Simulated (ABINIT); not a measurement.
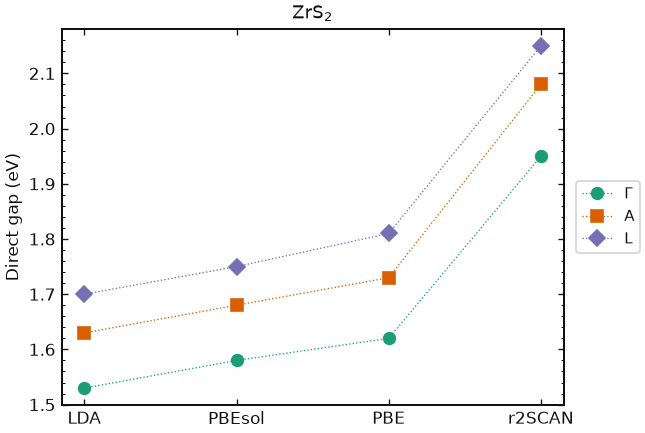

Direct gap at each named k point, by several methods on one cell of CdI2-type ZrS₂, space group P-3m1 (No. 164), 3 atoms in the cell; a = 3.691 Å, c = 6.041 Å (hexagonal axes). All runs are without spin-orbit coupling and carry no moments. The smallest gap is indirect or lies off these points.

```
method  program  Γ (eV)  A (eV)  L (eV)
   LDA   ABINIT    1.53    1.63    1.70
PBEsol   ABINIT    1.58    1.68    1.75
   PBE   ABINIT    1.62    1.73    1.81
r2SCAN   ABINIT    1.95    2.08    2.15
```

One method is left out: PBE0. Predict its row. It was run as: PBE0, SPMS NC PBE v1.0, 6×6×4 k mesh, 490 eV cutoff, fixed occupations (ABINIT).

Exact exchange opens the gap over the semilocal values shown, the highest of which is 1.95 eV (r2SCAN) at Γ. PBE0 gives 3.23 eV at Γ, 3.35 eV at A and 3.45 eV at L, which is +1.61 eV from PBE at Γ.

Does PBE0 open these direct gaps by one amount over PBE?

The shifts are +1.61 eV at Γ, +1.62 eV at A and +1.64 eV at L, and at points that aren't plotted +1.70 eV (M), +1.94 eV (K) and +1.93 eV (H): over the named points that both runs hold, a spread of 0.33 eV on a mean of 1.74 eV, so one shift describes them only roughly.

How do the methods rank at Γ?

From low to high: LDA 1.53, PBEsol 1.58, PBE 1.62, r2SCAN 1.95, PBE0 3.23 eV. Too close to rank are LDA against PBEsol (different potentials) and PBEsol against PBE (different potentials and cutoffs).

Settings. LDA: JTH PAW LDA v2.0, 6×6×4 k mesh, 544 eV cutoff, Fermi-Dirac smearing of 0.05 eV (ABINIT). PBEsol: JTH PAW PBE v2.0, 6×6×4 k mesh, 544 eV cutoff, Fermi-Dirac smearing of 0.05 eV (ABINIT). PBE: SPMS NC PBE v1.0, 6×6×4 k mesh, 490 eV cutoff, fixed occupations (ABINIT 10.8.3 (patched build)). r2SCAN: JTH PAW PBE v2.0, 6×6×4 k mesh, 653 eV cutoff, Fermi-Dirac smearing of 0.05 eV (ABINIT).

These are five of the 7 methods that were run on this cell. The cell is a database's computed one. LDA, GGA and most meta-GGA functionals understate gaps. PBEsol and r2SCAN: the PAW data sets were made with another functional. PBE0: the potentials were made for another functional. PBE0: the k mesh is thin for exact exchange. Over all k points computed the smallest gap is 0.95 eV in LDA, 1.00 eV in PBEsol, 1.06 eV in PBE, 1.38 eV in r2SCAN and 2.57 eV in PBE0.
